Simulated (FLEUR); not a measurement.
## Ni: 5 runs along one coordinate

System: Ni (Fm-3m, 1 atom in the cell).
Method: Kohn-Sham DFT of a periodic cell, PBEsol, all-electron, spin-polarised (FLEUR MaX-R8.1 (later development tree)).

The 5 runs differ only in the geometry, by an even scaling of the cell at fixed fractional positions. The structure derives from a Materials Project entry.

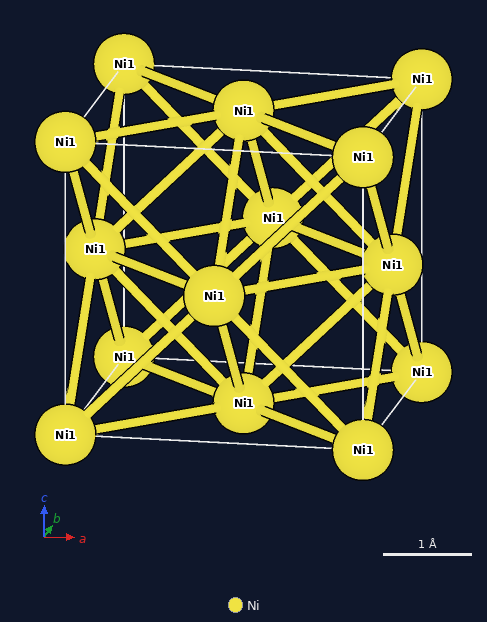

Figure 1. The structure of run 3 (ball-and-stick view of the cell 4 times as large as that of the calculation, set on its symmetry axes, seen slightly off an axis; atoms are numbered from 1 in the order of the input).

## Input of run 3
```
<?xml version="1.0" encoding="UTF-8" standalone="no"?>
<fleurInput fleurInputVersion="0.39">
   <comment>
      Ni                                                                                                  
   </comment>
   <calculationSetup>
      <cutoffs Kmax="4.64" Gmax="14.4" GmaxXC="14.4" numbands="0"/>
      <scfLoop itmax="60" minDistance="0.00001" maxIterBroyd="15" imix="Anderson" alpha="0.05" precondParam="0.0" spinf="2.0" sdNocoIR="T"/>
      <coreElectrons ctail="T" frcor="F" kcrel="0" coretail_lmax="0"/>
      <xcFunctional name="PBEs" relativisticCorrections="F"/>
      <magnetism jspins="2"/>
      <soc l_soc="F" theta="0.0" phi="0.0" spav="F"/>
      <expertModes spex="0" secvar="F"/>
      <geometryOptimization l_f="F" forcealpha="1.0" forcemix="BFGS" epsdisp="0.00001" epsforce="0.00001"/>
      <ldaU l_linMix="F" mixParam="0.05" spinf="1.0"/>
   </calculationSetup>
   <cell>
      <bzIntegration valenceElectrons="18.0" mode="hist" fermiSmearingEnergy="0.00183747">
         <kPointListSelection listName="default-1"/>
         <!-- k-points included here -->
         <xi:include xmlns:xi="http://www.w3.org/2001/XInclude" href="kpts.xml"> </xi:include>
      </bzIntegration>
      <!-- symmetry operations included here -->
      <xi:include xmlns:xi="http://www.w3.org/2001/XInclude" href="sym.xml"> </xi:include>
      <bulkLattice scale="1.0000000000">
         <bravaisMatrix>
            <row-1>    0.0000000000000000     3.2835369648879453     3.2835369648879453</row-1>
            <row-2>    3.2835369648879453     0.0000000000000000     3.2835369648879453</row-2>
            <row-3>    3.2835369648879453     3.2835369648879453     0.0000000000000000</row-3>
         </bravaisMatrix>
      </bulkLattice>
   </cell>
   <atomSpecies>
      <species name="Nickel (Ni1.000" element="Ni" atomicNumber="28">
         <mtSphere radius="2.11" gridPoints="711" logIncrement="0.017"/>
         <atomicCutoffs lmax="9" lnonsphr="7"/>
         <electronConfig flipSpins="F">
            <coreConfig>(1s1/2) (2s1/2) (2p1/2) (2p3/2)</coreConfig>
            <valenceConfig>(3s1/2) (3p1/2) (3p3/2) (4s1/2) (3d3/2) (3d5/2)</valenceConfig>
            <stateOccupation state="(3d3/2)" spinUp="1.6" spinDown="1.6"/>
            <stateOccupation state="(3d5/2)" spinUp="2.9" spinDown="1.9"/>
         </electronConfig>
         <energyParameters s="4" p="4" d="3" f="4"/>
         <lo type="SCLO" l="0" n="3" eDeriv="0"/>
         <lo type="SCLO" l="1" n="3" eDeriv="0"/>
         <lo type="SCLO" l="1" n="3" eDeriv="1"/>
         <lo type="SCLO" l="2" n="3" eDeriv="2"/>
         <lo type="SCLO" l="3" n="4" eDeriv="2"/>
      </species>
   </atomSpecies>
   <atomGroups>
      <atomGroup species="Nickel (Ni1.000">
         <relPos label="                   1">.0000000000 .0000000000 .0000000000</relPos>
         <force calculate="T" relaxXYZ="TTT"/>
      </atomGroup>
   </atomGroups>
   <output dos="F" band="F" slice="F">
      <checks vchk="F" cdinf="F"/>
      <bandDOS minEnergy="-.5*Htr" maxEnergy="0.5*Htr" sigma="0.015" storeEVData="T"/>
      <vacuumDOS vacdos="F" integ="F" star="F" nstars="0" locx1="0.0" locy1="0.0" locx2="0.0" locy2="0.0" nstm="0" tworkf="0.0"/>
      <unfoldingBand unfoldBand="F" supercellX="1" supercellY="1" supercellZ="1"/>
      <plotting iplot="0" polar="F">
         <plot TwoD="T" vec1="  1.0  0.0  0.0" vec2="  0.0  1.0  0.0" vec3="  0.0  0.0  1.0" zero="  0.0  0.0  0.0" file="plot"/>
      </plotting>
      <chargeDensitySlicing numkpt="0" minEigenval="0.0" maxEigenval="0.0" nnne="0" pallst="F"/>
      <specialOutput eonly="F"/>
      <moessbauerParams electricFieldGradient="T" isomerShift="T" coreHyperfine="T" valenceHyperfine="T"/>
      <magneticCircularDichroism mcd="F" energyLo="-10.0" energyUp="0.0"/>
   </output>
  <!-- We include the file relax.xml here to enable relaxations (see documentation) -->
  <xi:include xmlns:xi="http://www.w3.org/2001/XInclude" href="relax.xml"> <xi:fallback/> </xi:include>
</fleurInput>
```

Command:
```bash
inpgen -f crystal.txt -profile fastHighL; fleur_MPI
```

Lattice vectors (Å) and fractional positions of run 3:
```
   0.000000    1.737573    1.737573
   1.737573    0.000000    1.737573
   1.737573    1.737573    0.000000
Ni  0.000000  0.000000  0.000000
```

Run 2 has the same physical settings and fractional positions; its lattice vectors (Å) are:
```
   0.000000    1.714089    1.714089
   1.714089    0.000000    1.714089
   1.714089    1.714089    0.000000
```

## Results, with one run withheld

```tsv
run	volume per atom (Å³)	free energy per atom, from the lowest run given (meV)
1	9.862	19.85
2	10.072	?
3	10.492	0.00
4	10.912	16.98
5	11.122	32.52
```

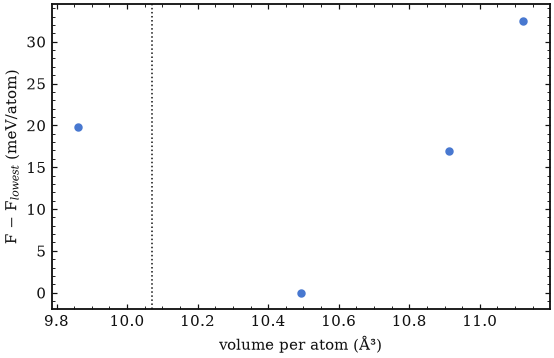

Figure 2. Free energy per atom of the runs given; the dotted line marks run 2.

Estimate the energy of run 2 from the others.

A quadratic polynomial in V^(−2/3) (the Birch–Murnaghan form), fitted to the 4 runs given, misses them by at most 0.12 meV per atom. With x = V^(−2/3) − 0.20752 Å⁻², it reads F = 1.7724 − 1936.9 x + 3.7835e+05 x² (meV per atom). At run 2 it gives 6.41 meV per atom, and the run itself gives 6.20. The fit has its minimum at 10.385 Å³ per atom, where V d²F/dV² gives 229 GPa: the bulk modulus at this level, since symmetry fixes the shape and the positions.

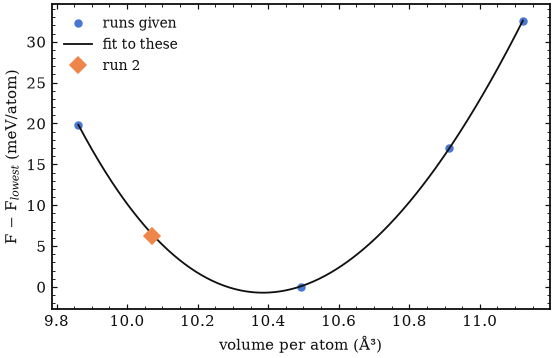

Figure 3. The fit and the withheld run.

## Output (run 2)
```
Welcome to FLEUR        (www.flapw.de)
      MaX-Release 8.1          (www.max-centre.eu)

 ========== k-point set info ==========
 Selected k-point list: default-1
 k-point list type: mesh
 13 x 13 x 13
 Number of k points: 84

 ------------Calculation Setup---------------------------
 Number of MPI-tasks      :            1
 Number of PE/node        :            1
 Number of OMP-threads    :            1
 Most efficient MPI parallelization for:
           1           2           3           4           6           7          12          14          21          28          42          84
 Additional eigenvalue parallelization possible
 Number of basis functions:          160
 Approximate size of matrices (H+S) per k-point:         0.000 GB
 --------------------------------------------------------

 Iteration:     1   Distance:      11.08952522 me/bohr^3

 Iteration:     2   Distance:      10.63070274 me/bohr^3

 Iteration:     3   Distance:       1.38525452 me/bohr^3

 Iteration:     4   Distance:       1.61902746 me/bohr^3

 Iteration:     5   Distance:       1.33613207 me/bohr^3

 Iteration:     6   Distance:       0.37357327 me/bohr^3

 Iteration:     7   Distance:       0.37292945 me/bohr^3

 Iteration:     8   Distance:       0.01709564 me/bohr^3

 Iteration:     9   Distance:       0.02585423 me/bohr^3

 Iteration:    10   Distance:       0.00568923 me/bohr^3

 Iteration:    11   Distance:       0.00253027 me/bohr^3

 Iteration:    12   Distance:       0.00285792 me/bohr^3

 Iteration:    13   Distance:       0.00025914 me/bohr^3

 Iteration:    14   Distance:       0.00005590 me/bohr^3

 Iteration:    15   Distance:       0.00000686 me/bohr^3

 ********************************************************************
 Run finished successfully
 Stop message:
   all done
 ********************************************************************
```
